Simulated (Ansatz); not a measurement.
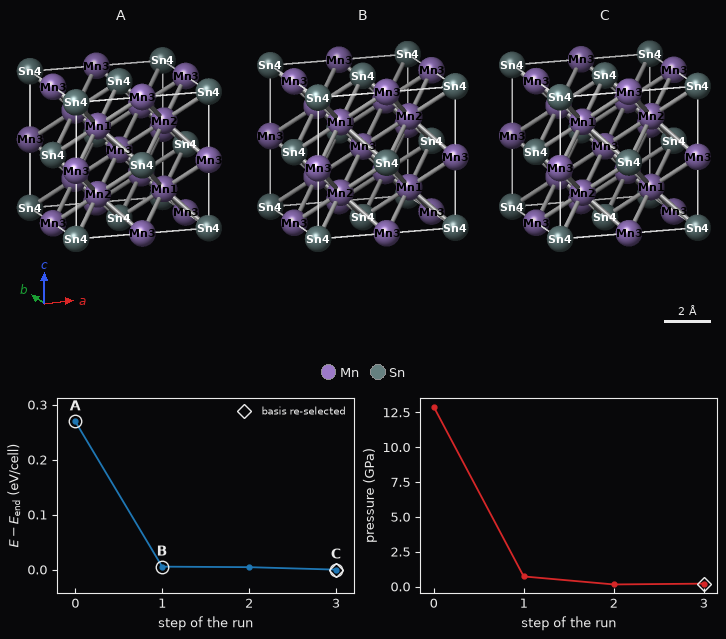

Frames of a relaxation of crystalline Mn3Sn (built on the database_225 type) (coarse preliminary run), marked on the history of the run. The picture is a ball-and-stick view of the conventional cell (4 times the calculation's cell), seen slightly off an axis. Lengths and directions refer to the drawn axes.

Case: structure listed in a database for this formula (Fm-3m, No. 225).

Computed with DFT r2SCAN, scalar-relativistic, plane waves, PAW in Ansatz.

The input:
```yaml
crystal:
  lattice:
    - [0.0, 3.060496, 3.060496]
    - [3.060496, 0.0, 3.060496]
    - [3.060496, 3.060496, 0.0]
  atoms:
    - { symbol: Mn, position: [0.75, 0.75, 0.75], spin: 3.65 }
    - { symbol: Mn, position: [0.25, 0.25, 0.25], spin: 3.65 }
    - { symbol: Mn, position: [0.5, 0.5, 0.5], spin: 3.84 }
    - { symbol: Sn, position: [0.0, 0.0, 0.0], spin: -0.11 }
basis:
  ecutwfc: 500
kpoints:
  mp_grid: { grid: [6, 6, 6] }
hamiltonian:
  xc: r2scan
scf:
  occupations: { method: gaussian, width: 0.1 }
  lower_state_search: "off"
output:
  forces: true
  stress: true
  eigenvalues: true
  populations: true
magnetization:
  spin_polarized: true
relax:
  adjacent_minimum: "off"
  f_tol: 0.04
  max_steps: 70
  cell: { stress_tol: 0.4 }
```

Command:
```bash
ansatz run input.yaml --threads 1 --pin off --max-ram 3072MiB --backend cpu --events-out ev --progress --plain --runs-dir out
```

What happens along the run?

The energy falls by 0.270 eV per cell of the calculation in 2 accepted moves (3 points after the start). All forces vanish by symmetry, so only the cell relaxes. The pressure goes from 12.92 to 0.21 GPa. The SCF was repeated once at an unchanged geometry on a basis and grid sized afresh for the cell, which shifted the energy by 4.5 meV per cell of the calculation at most. The atoms keep their places relative to the cell (all moves are under 0.005 Å). Cell: a = b = c 6.121 → 6.351 Å (+3.8 %). Volume +11.7 %. Among the contacts that change: Mn1–Mn3 2.650 → 2.750 Å, Mn1–Sn4 2.650 → 2.750 Å. The space group stays Fm-3m (No. 225). From step 0 to 1: volume +11.0 %, energy −0.264 eV per cell of the calculation. From step 1 to 3: volume +0.7 %, energy −5.4 meV per cell of the calculation.

| step | E − E(0), meV/atom | pressure, GPa | volume, Å³/atom | note |
| --- | --- | --- | --- | --- |
| 0 | 0.00 | 12.92 | 14.333 |  |
| 1 | -66.06 | 0.73 | 15.907 |  |
| 2 | -66.29 | 0.15 | 16.012 |  |
| 3 | -67.41 | 0.21 | 16.012 | same geometry, new basis |
